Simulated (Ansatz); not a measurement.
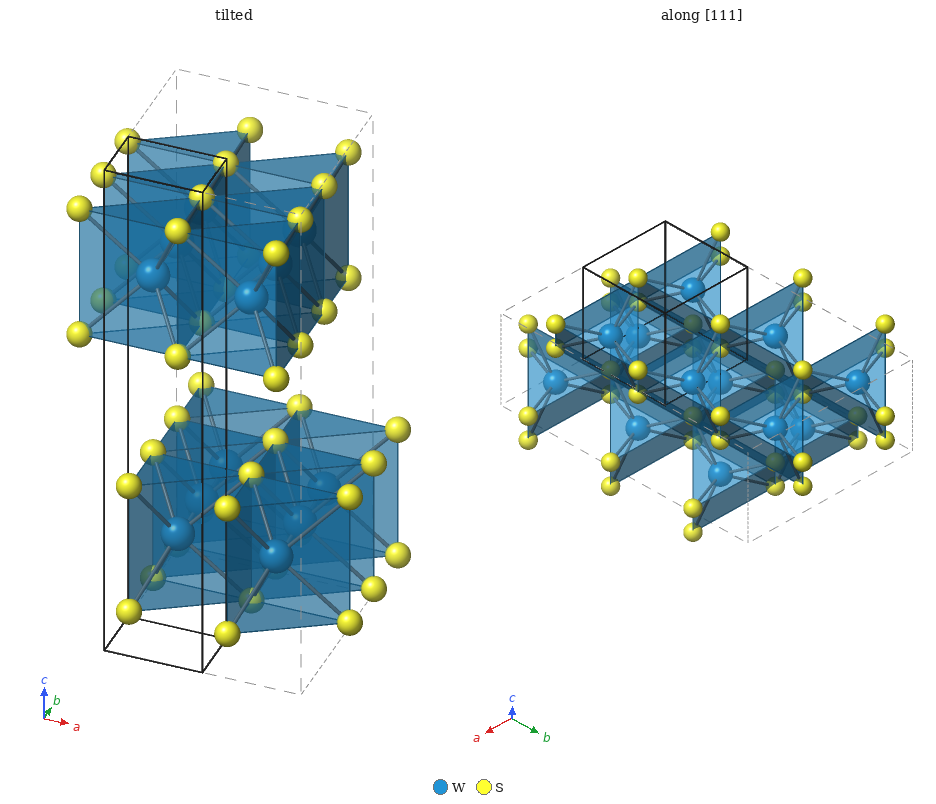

A polyhedral rendering, viewed slightly off an axis and along [111]. Solid lines give the unit cell, repeated here 2×3×1 times. Some atoms of the next cells are drawn as well. Cell: a = 3.130 Å, b = 3.130 Å, c = 12.015 Å, α = 90.00°, β = 90.00°, γ = 120.00°.

The structure is one of WS2. Within 0.01 Å the space group is P6_3/mmc (No. 194), primitive hexagonal: 2H molybdenite (MoS₂) type. Cell content 2 W, 4 S; Z = 2. The polyhedra are WS6 trigonal prisms; they share edges. The coordination shell of W holds six S in a trigonal prismatic arrangement at about 2.4 Å. The neighbours of S are three W in a trigonal pyramidal arrangement at about 2.4 Å. Not all metal-metal contacts are counted. The bonds build WS2 layers parallel to (001).

The structure comes from a structure listed in the Materials Project. It was relaxed at fixed volume with DFT PBEsol+D3(BJ), scalar-relativistic, plane waves, PAW in Ansatz.
